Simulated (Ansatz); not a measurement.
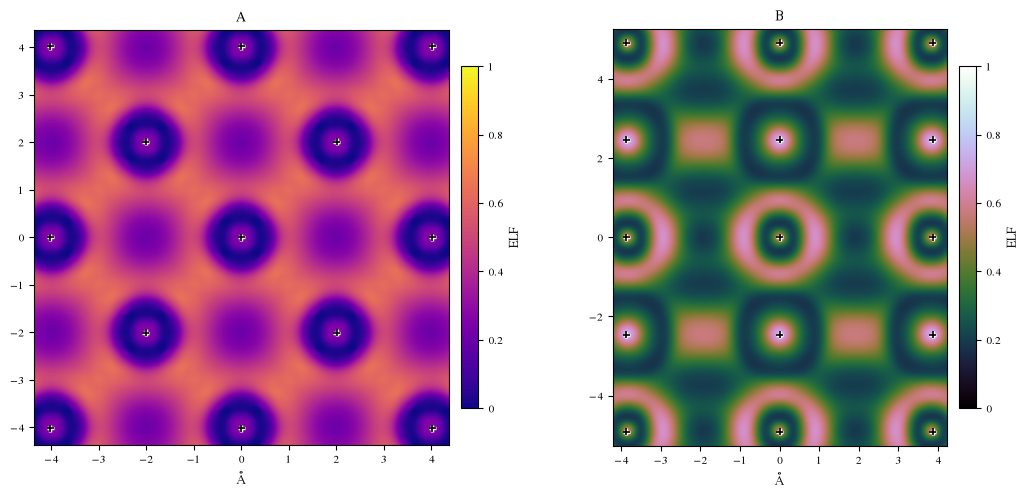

The ELF of 2 systems, each on a plane through atoms (crosses mark nuclei in the plane).

All numbers below come from DFT PBEsol, scalar-relativistic, plane waves, PAW (Ansatz).

System 1: Al, the (100) plane of the conventional cell. Space group Fm-3m.

```
Al
1.0
     4.01556    0.00000    0.00000
     0.00000    4.01556    0.00000
     0.00000    0.00000    4.01556
Al
4
Cartesian
  2.0078 0.0000 2.0078
  2.0078 2.0078 0.0000
  0.0000 2.0078 2.0078
  0.0000 0.0000 0.0000
```

System 2: SiNi2, the (010) plane of the conventional cell. Space group P6₃/mmc; computed without spin polarisation.

```
CELL_PARAMETERS angstrom
3.86846 0.00000 0.00000
-1.93423 3.35019 0.00000
0.00000 0.00000 4.91699
ATOMIC_POSITIONS crystal
Si 0.33333 0.66667 0.75000
Si 0.66667 0.33333 0.25000
Ni 0.00000 0.00000 0.00000
Ni 0.00000 0.00000 0.50000
Ni 0.33333 0.66667 0.25000
Ni 0.66667 0.33333 0.75000
```

> Which map belongs to which system?

Panel A is system 1, Al: the plane holds Al. Al–Al (2.84 Å): the ELF peaks at about 0.65 between the atoms. Panel B is system 2, SiNi2: the plane holds Si and Ni. Si–Ni (2.46 Å): the ELF peaks at about 0.60 in the valence shell of Si, 0.9 Å from its nucleus, and is about 0.40 at the midpoint.
